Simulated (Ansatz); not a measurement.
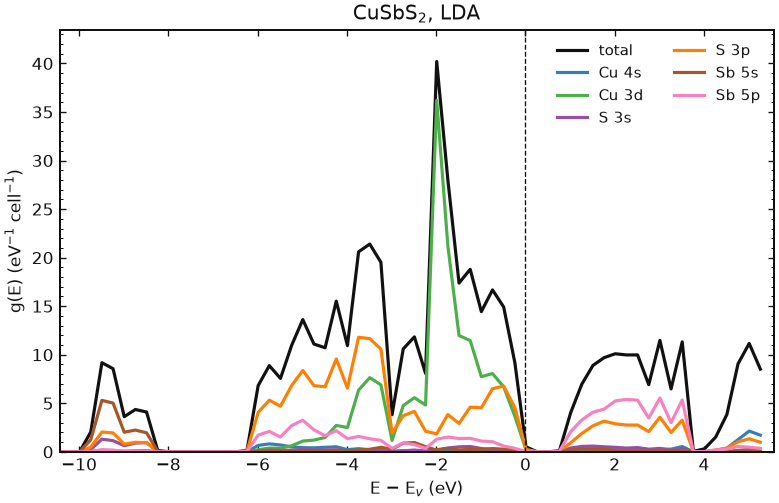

Density of states. Energies are counted from the top of the valence band. The partial curves are projected on Löwdin-orthogonalised atomic shells.

System: CuSbS₂, space group Pnma (No. 62), 16 atoms in the cell, a database entry, rescaled.

```
Cu Sb S
1.0
     6.02684    0.00000    0.00000
     0.00000    3.79531    0.00000
     0.00000    0.00000   14.50146
Cu Sb S
4 4 8
Direct
  0.75000 0.75000 0.17500
  0.75000 0.25000 0.67500
  0.25000 0.75000 0.32500
  0.25000 0.25000 0.82500
  0.22800 0.25000 0.06250
  0.27200 0.75000 0.56250
  0.72800 0.25000 0.43750
  0.77200 0.75000 0.93750
  0.62500 0.25000 0.09700
  0.87500 0.75000 0.59700
  0.12500 0.25000 0.40300
  0.37500 0.75000 0.90300
  0.12500 0.75000 0.17500
  0.37500 0.25000 0.67500
  0.62500 0.75000 0.32500
  0.87500 0.25000 0.82500
```

Method: DFT with LDA, PAW plane waves, spin-polarised, 3×5×2 k mesh, Fermi-Dirac smearing of 0.041 eV (Ansatz).

Question: Metal or insulator, going by the density of states?

Answer: There is a gap; over the k points computed it is 0.84 eV.

Question: What is the character of the states on either side of the gap?

Answer: By projected weight, the top eV of the valence band is Cu 3d (50 %) and S 3p (40 %); the bottom eV of the conduction band is Sb 5p (50 %) and S 3p (30 %).

Question: How wide is the upper valence band?

Answer: The upper group of valence states starts about 6.0 eV under the valence-band top, with a gap beneath it; it holds about 88 electrons a cell.

Question: Where is the tallest peak in the window, and which states make it?

Answer: The tallest peak in the window is at −2.0 eV; by projected weight it is Cu 3d almost alone.

The atoms aren't at rest in this cell (largest force 0.5 eV/Å), so the relaxed material can differ. The run started without moments. Spin-orbit coupling is left out, which matters for Sb.
